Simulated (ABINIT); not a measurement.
# Phonon calculation of Ga (part 2 of 2)

Continued. System: Ga (2 atoms in the cell). Method: Kohn-Sham DFT of a periodic cell, LDA, PseudoDojo NC SR LDA v0.4.1 standard, no spin polarisation (ABINIT 10.8.3); cutoff 1088.46 eV, 12×10×8 k-mesh, cold smearing of 0.1 eV. The structure derives from a Materials Project entry.

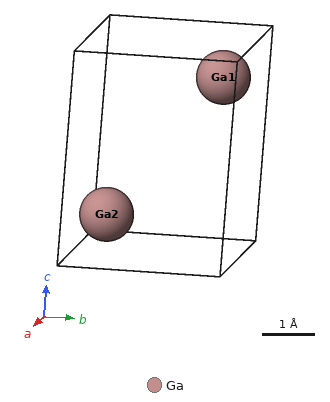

The input geometry (ball-and-stick view of the cell of the calculation, seen slightly off an axis; atoms are numbered from 1 in the order of the input). An atom can appear more than once, as a periodic image.

**What the program printed, continued**
```
 Real(R)+Recip(G) space primitive vectors, cartesian coordinates (Bohr,Bohr^-1):
 R(1)=  5.2504568  0.0000000  0.0000000  G(1)=  0.1904596  0.0000000  0.0641233
 R(2)=  0.0000000  6.2013419  0.0000000  G(2)=  0.0000000  0.1612554  0.0000000
 R(3)= -2.5387168  0.0000000  7.5405235  G(3)=  0.0000000  0.0000000  0.1326168
 Unit cell volume ucvol=  2.4551852E+02 bohr^3
 Angles (23,13,12)=  9.00000000E+01  1.08607169E+02  9.00000000E+01 degrees
 setup1 : take into account q-point for computing boxcut.

 getcut: wavevector=  0.0000  0.0000  0.0000  ngfft=  30  36  48
         ecut(hartree)=     40.000   => boxcut(ratio)=   2.00705
--------------------------------------------------------------------------------

 ==>  initialize data related to q vector <==

 The list of irreducible perturbations for this q vector is:
    1)    idir= 1    ipert=   1
    2)    idir= 2    ipert=   1
    3)    idir= 3    ipert=   1

================================================================================

 The perturbation idir=   1  ipert=   2 is
 symmetric of a previously calculated perturbation.
 So, its SCF calculation is not needed.

 The perturbation idir=   2  ipert=   2 is
 symmetric of a previously calculated perturbation.
 So, its SCF calculation is not needed.

 The perturbation idir=   3  ipert=   2 is
 symmetric of a previously calculated perturbation.
 So, its SCF calculation is not needed.

--------------------------------------------------------------------------------
 Perturbation wavevector (in red.coord.)   0.000000  0.000000  0.000000
 Perturbation : displacement of atom   1   along direction   1
 Found     2 symmetries that leave the perturbation invariant.
 symkpt : the number of k-points, thanks to the symmetries,
 is reduced to   300 .

--------------------------------------------------------------------------------

--------------------------------------------------------------------------------

 dfpt_looppert : total number of electrons, from k and k+q
  fully or partially occupied states are    2.600000E+01 and    2.600000E+01.
 Initialisation of the first-order wave-functions :
  ireadwf=   0

--- !BeginCycle
iteration_state: {dtset: 2, }
solver: {iscf: 7, nstep: 80, nline: 4, wfoptalg: 0, }
tolerances: {tolvrs: 1.00E-08, }
...

     iter   2DEtotal(Ha)        deltaE(Ha) residm    vres2
-ETOT  1   7.6669279903055     -1.642E+04 1.691E+01 2.482E+02
 ETOT  2  0.30131550177083     -7.366E+00 2.277E-01 2.611E+02
 ETOT  3  0.12257210307342     -1.787E-01 1.323E-02 1.038E+01
 ETOT  4  0.11667133635473     -5.901E-03 2.380E-03 6.994E-01
 ETOT  5  0.11626818401254     -4.032E-04 1.280E-03 1.472E-03
 ETOT  6  0.11626720141629     -9.826E-07 2.569E-04 1.437E-04
 ETOT  7  0.11626712192646     -7.949E-08 1.822E-04 1.575E-05
 ETOT  8  0.11626711156913     -1.036E-08 3.950E-05 3.770E-08
 ETOT  9  0.11626711150728     -6.185E-11 2.875E-05 4.132E-09

 At SCF step    9       vres2   =  4.13E-09 < tolvrs=  1.00E-08 =>converged.
================================================================================

 ----iterations are completed or convergence reached----

 Mean square residual over all n,k,spin=   53.803E-10; max=  28.746E-06

 2DEtotal=    0.1162671115E+00 Ha. Also 2DEtotal=    0.316378927903E+01 eV
    (2DErelax=   -1.6427220955E+04 Ha. 2DEnonrelax=    1.6427337222E+04 Ha)
    (  non-var. 2DEtotal :    1.1623069611E-01 Ha)

--------------------------------------------------------------------------------
 Perturbation wavevector (in red.coord.)   0.000000  0.000000  0.000000
 Perturbation : displacement of atom   1   along direction   2
 The set of symmetries contains only one element for this perturbation.
 symkpt : not enough symmetry to change the number of k points.

--------------------------------------------------------------------------------

--------------------------------------------------------------------------------

 dfpt_looppert : total number of electrons, from k and k+q
  fully or partially occupied states are    2.600000E+01 and    2.600000E+01.
 Initialisation of the first-order wave-functions :
  ireadwf=   0

--- !BeginCycle
iteration_state: {dtset: 2, }
solver: {iscf: 7, nstep: 80, nline: 4, wfoptalg: 0, }
tolerances: {tolvrs: 1.00E-08, }
...

     iter   2DEtotal(Ha)        deltaE(Ha) residm    vres2
-ETOT  1   11.200116217043     -2.302E+04 2.691E+01 1.828E+02
 ETOT  2  0.78862602720369     -1.041E+01 2.435E-01 3.939E+02
 ETOT  3  0.59013475688812     -1.985E-01 5.900E-03 4.268E+01
 ETOT  4  0.57083707048628     -1.930E-02 4.846E-03 1.572E-01
 ETOT  5  0.57081699028754     -2.008E-05 9.163E-04 7.960E-02
 ETOT  6  0.57078359470438     -3.340E-05 8.158E-04 1.149E-03
 ETOT  7  0.57078322785060     -3.669E-07 1.497E-04 4.395E-05
 ETOT  8  0.57078320618280     -2.167E-08 1.417E-04 6.061E-08
 ETOT  9  0.57078320626647      8.367E-11 2.534E-05 8.156E-09

 At SCF step    9       vres2   =  8.16E-09 < tolvrs=  1.00E-08 =>converged.
================================================================================

 ----iterations are completed or convergence reached----

 Mean square residual over all n,k,spin=   29.198E-10; max=  25.343E-06

 2DEtotal=    0.5707832063E+00 Ha. Also 2DEtotal=    0.155318022884E+02 eV
    (2DErelax=   -2.3027773710E+04 Ha. 2DEnonrelax=    2.3028344493E+04 Ha)
    (  non-var. 2DEtotal :    5.7070089835E-01 Ha)

--------------------------------------------------------------------------------
 Perturbation wavevector (in red.coord.)   0.000000  0.000000  0.000000
 Perturbation : displacement of atom   1   along direction   3
 Found     2 symmetries that leave the perturbation invariant.
 symkpt : the number of k-points, thanks to the symmetries,
 is reduced to   300 .

--------------------------------------------------------------------------------

--------------------------------------------------------------------------------

 dfpt_looppert : total number of electrons, from k and k+q
  fully or partially occupied states are    2.600000E+01 and    2.600000E+01.
 Initialisation of the first-order wave-functions :
  ireadwf=   0

--- !BeginCycle
iteration_state: {dtset: 2, }
solver: {iscf: 7, nstep: 80, nline: 4, wfoptalg: 0, }
tolerances: {tolvrs: 1.00E-08, }
...

     iter   2DEtotal(Ha)        deltaE(Ha) residm    vres2
-ETOT  1   19.678397069175     -3.800E+04 3.591E+01 5.181E+02
 ETOT  2   2.5534881721238     -1.712E+01 3.616E-01 9.401E+02
 ETOT  3   2.1677711709114     -3.857E-01 4.282E-02 9.293E+01
 ETOT  4   2.1373428238936     -3.043E-02 3.571E-02 4.959E-01
 ETOT  5   2.1372919488336     -5.088E-05 6.559E-03 4.870E-01
 ETOT  6   2.1371470146320     -1.449E-04 5.092E-03 1.245E-02
 ETOT  7   2.1371442930746     -2.722E-06 9.601E-04 9.099E-04
 ETOT  8   2.1371440053687     -2.877E-07 8.113E-04 6.003E-06
 ETOT  9   2.1371440030258     -2.343E-09 1.567E-04 1.735E-07
 ETOT 10   2.1371440030113     -1.455E-11 1.410E-04 1.741E-09

 At SCF step   10       vres2   =  1.74E-09 < tolvrs=  1.00E-08 =>converged.
================================================================================

 ----iterations are completed or convergence reached----

 Mean square residual over all n,k,spin=   25.769E-09; max=  14.097E-05

 2DEtotal=    0.2137144003E+01 Ha. Also 2DEtotal=    0.581546509292E+02 eV
    (2DErelax=   -3.8015454840E+04 Ha. 2DEnonrelax=    3.8017591984E+04 Ha)
    (  non-var. 2DEtotal :    2.1371445736E+00 Ha)

================================================================================

 ---- first-order wavefunction calculations are completed ----

 ==> Compute Derivative Database <==

  Dynamical matrix, in cartesian coordinates,
   if specified in the inputs, asr has been imposed
     j1       j2             matrix element
  dir pert dir pert     real part    imaginary part

   1    1   1    1         0.0042184495        -0.0000000000
   1    1   3    1        -0.0005576650         0.0000000000
   1    1   1    2        -0.0042184495         0.0000000000
   1    1   3    2         0.0005576650        -0.0000000000

   2    1   2    1         0.0148390396         0.0000000000
   2    1   2    2        -0.0148390396        -0.0000000000

   3    1   1    1        -0.0005576650         0.0000000000
   3    1   3    1         0.0367329808        -0.0000000000
   3    1   1    2         0.0005576650        -0.0000000000
   3    1   3    2        -0.0367329808         0.0000000000

   1    2   1    1        -0.0042184495        -0.0000000000
   1    2   3    1         0.0005576650         0.0000000000
   1    2   1    2         0.0042184495         0.0000000000
   1    2   3    2        -0.0005576650        -0.0000000000

   2    2   2    1        -0.0148390396         0.0000000000
   2    2   2    2         0.0148390396        -0.0000000000

   3    2   1    1         0.0005576650         0.0000000000
   3    2   3    1        -0.0367329808        -0.0000000000
   3    2   1    2        -0.0005576650        -0.0000000000
   3    2   3    2         0.0367329808         0.0000000000

  Phonon wavevector (reduced coordinates) :  0.00000  0.00000  0.00000
 Phonon energies in Hartree :
   0.000000E+00  0.000000E+00  0.000000E+00  2.573538E-04  4.832255E-04
   7.603815E-04
 Phonon frequencies in cm-1    :
   0.000000E+00  0.000000E+00  0.000000E+00  5.648263E+01  1.060557E+02
   1.668844E+02

== END DATASET(S) ==============================================================
================================================================================

 -outvars: echo values of variables after computation  --------
            acell      5.2504568026E+00  6.2013418655E+00  7.9564173744E+00 Bohr
           etotal1    -1.5272654340E+02
           etotal2     2.1371440030E+00
            fcart1    -7.6175366786E-05  5.0883239295E-31 -1.5517896859E-03
                       7.6175366786E-05 -5.0883239295E-31  1.5517896859E-03
            fcart2     0.0000000000E+00  0.0000000000E+00  0.0000000000E+00
                       0.0000000000E+00  0.0000000000E+00  0.0000000000E+00
            rprim      1.0000000000E+00  0.0000000000E+00  0.0000000000E+00
                       0.0000000000E+00  1.0000000000E+00  0.0000000000E+00
                      -3.1907788720E-01  0.0000000000E+00  9.4772849590E-01
           strten1     1.5687045357E-04  8.5895770140E-05  6.6564143284E-05
                       0.0000000000E+00  2.2029928066E-05  0.0000000000E+00
           strten2     0.0000000000E+00  0.0000000000E+00  0.0000000000E+00
                       0.0000000000E+00  0.0000000000E+00  0.0000000000E+00
           xangst     -6.6070082147E-01  2.4612065925E+00  3.0731760431E+00
                       2.0956918077E+00  8.2040219750E-01  9.1709713330E-01
             xred      1.3459627000E-01  7.5000000000E-01  7.7016683000E-01
                       8.6540373000E-01  2.5000000000E-01  2.2983317000E-01
 Calculation completed.
```

**File anaddb.abo**
```
.Version 10.8.3 of ANADDB
================================================================================

 -outvars_anaddb: echo values of input variables ----------------------

 Miscellaneous information :
       eivec         1
         asr         2
      chneut         0
 First list of wavevector (reduced coord.) :
       nph1l         1
       qph1l
                     0.00000000E+00  0.00000000E+00  0.00000000E+00    1.000E+00

================================================================================

 read the DDB information and perform some checks

  ==== Info on the Cryst% object ====
 Real(R)+Recip(G) space primitive vectors, cartesian coordinates (Bohr,Bohr^-1):
 R(1)=  5.2504568  0.0000000  0.0000000  G(1)=  0.1904596  0.0000000  0.0641233
 R(2)=  0.0000000  6.2013419  0.0000000  G(2)=  0.0000000  0.1612554  0.0000000
 R(3)= -2.5387168  0.0000000  7.5405235  G(3)=  0.0000000  0.0000000  0.1326168
 Unit cell volume ucvol=  2.4551852E+02 bohr^3
 Angles (23,13,12)=  9.00000000E+01  1.08607169E+02  9.00000000E+01 degrees
 Time-reversal symmetry is present
 Reduced atomic positions [iatom, xred, symbol]:
    1)    0.1345963  0.7500000  0.7701668  Ga
    2)    0.8654037  0.2500000  0.2298332  Ga

 DDB file with 3 blocks has been read.

================================================================================

 Treat the first list of vectors

  Phonon wavevector (reduced coordinates) :  0.00000  0.00000  0.00000
 Phonon energies in Hartree :
   0.000000E+00  0.000000E+00  0.000000E+00  2.573538E-04  4.832255E-04
   7.603815E-04
 Phonon frequencies in cm-1    :
   0.000000E+00  0.000000E+00  0.000000E+00  5.648263E+01  1.060557E+02
   1.668844E+02

 Eigendisplacements
 (will be given, for each mode : in cartesian coordinates
   for each atom the real part of the displacement vector,
   then the imaginary part of the displacement vector - absolute values smaller than 1.0d-7 are set to zero)
  Mode number    1   Energy    0.000000E+00
 Attention : low frequency mode.
   (Could be unstable or acoustic mode)
   1  0.00000000E+00  0.00000000E+00  1.98343019E-03
      0.00000000E+00  0.00000000E+00  0.00000000E+00
   2  0.00000000E+00  0.00000000E+00  1.98343019E-03
      0.00000000E+00  0.00000000E+00  0.00000000E+00
  Mode number    2   Energy    0.000000E+00
 Attention : low frequency mode.
   (Could be unstable or acoustic mode)
   1  0.00000000E+00  1.98343019E-03  0.00000000E+00
      0.00000000E+00  0.00000000E+00  0.00000000E+00
   2  0.00000000E+00  1.98343019E-03  0.00000000E+00
      0.00000000E+00  0.00000000E+00  0.00000000E+00
  Mode number    3   Energy    0.000000E+00
 Attention : low frequency mode.
   (Could be unstable or acoustic mode)
   1  1.98343019E-03  0.00000000E+00  0.00000000E+00
      0.00000000E+00  0.00000000E+00  0.00000000E+00
   2  1.98343019E-03  0.00000000E+00  0.00000000E+00
      0.00000000E+00  0.00000000E+00  0.00000000E+00
  Mode number    4   Energy    2.573538E-04
   1  1.98313869E-03  0.00000000E+00  3.40033162E-05
      0.00000000E+00  0.00000000E+00  0.00000000E+00
   2 -1.98313869E-03  0.00000000E+00 -3.40033162E-05
      0.00000000E+00  0.00000000E+00  0.00000000E+00
  Mode number    5   Energy    4.832255E-04
   1  0.00000000E+00  1.98343019E-03  0.00000000E+00
      0.00000000E+00  0.00000000E+00  0.00000000E+00
   2  0.00000000E+00 -1.98343019E-03  0.00000000E+00
      0.00000000E+00  0.00000000E+00  0.00000000E+00
  Mode number    6   Energy    7.603815E-04
   1  3.40033162E-05  0.00000000E+00 -1.98313869E-03
      0.00000000E+00  0.00000000E+00  0.00000000E+00
   2 -3.40033162E-05  0.00000000E+00  1.98313869E-03
      0.00000000E+00  0.00000000E+00  0.00000000E+00

 Analysis of degeneracies and characters (maximum tolerance=1.00E-06 a.u.)
 For each vibration mode, or group of modes if degenerate,
 the characters are given for each symmetry operation (see the list in the log file).
 Symmetry characters of vibration mode #   1
       degenerate with vibration modes #   2 to    3
  3.0 -3.0 -1.0  1.0
 Symmetry characters of vibration mode #   4
  1.0  1.0  1.0  1.0
 Symmetry characters of vibration mode #   5
  1.0  1.0 -1.0 -1.0
 Symmetry characters of vibration mode #   6
  1.0  1.0  1.0  1.0

================================================================================

 anaddb : the run completed successfully.
```

This output came from the following input.

**The input**
```
ndtset 2

pp_dirpath "./"
pseudos "Ga.upf"

acell 2.7784220849 3.28160879 4.2103547521 Angstrom
rprim
     1.0000000000     0.0000000000     0.0000000000
     0.0000000000     1.0000000000     0.0000000000
    -0.3190778872     0.0000000000     0.9477284959
ntypat 1
znucl 31
natom 2
typat 1 1
chkprim 0
chksymtnons 0
tolsym 1.0e-6
xred
   0.1345962700            3/4   0.7701668300
   0.8654037300            1/4   0.2298331700

ecut 40.0

ngkpt 12 10 8
nshiftk 1
shiftk 0.0 0.0 0.0

ixc 7

nband 21
occopt 4
tsmear 0.00367493

nstep 80

prteig 0
prtebands 0
prtwf 0
prtden 0
prtpot 0

kptopt1 1
tolvrs1 1.0e-15
prtwf1 1
tolwfr1 1.0e-14
nbdbuf1 4
nline1 6

rfphon2 1
rfatpol2 1 2
rfdir2 1 1 1
getwfk2 1
kptopt2 2
nqpt2 1
qpt2 0.0 0.0 0.0
tolvrs2 1.0e-8
```

**File mrgddb.in**
```
merged_DDB
Ga
2
runo_DS1_DDB
runo_DS2_DDB
```

**File anaddb.abi**
```
ddb_filepath "merged_DDB"
output_file "anaddb.abo"
outdata_prefix "ana"
asr 2
chneut 0
dipdip 0
dieflag 0
enunit 0
eivec 1
nph1l 1
qph1l 0.0 0.0 0.0 1.0
```

Run as:
```bash
mpirun --bind-to none -np 4 abinit run.abi > log 2>&1
mrgddb < mrgddb.in > mrgddb.log 2>&1
anaddb anaddb.abi > anaddb.log 2>&1
```

**Summary**

- outcome: converged
- space group (tolerance 0.01 Å): P2₁/m (11)
- electrons treated: 26
- free energy: −4155.9010 eV
- Fermi energy: 5.545 eV
- gap on the k-point mesh: none (metallic)
- pressure: −3.03 GPa
- largest force (length of the vector): 0.080 eV/Å
- hardware: 4 threads of Intel Xeon @ 2.50GHz (Skylake/Cascade Lake), 189 GiB of memory available, shared host
- wall time: 24 min (CPU time 1.6 h)
- peak memory: 1.7 GiB

**Remarks**

Points of doubt noted for this run: atoms not at rest.
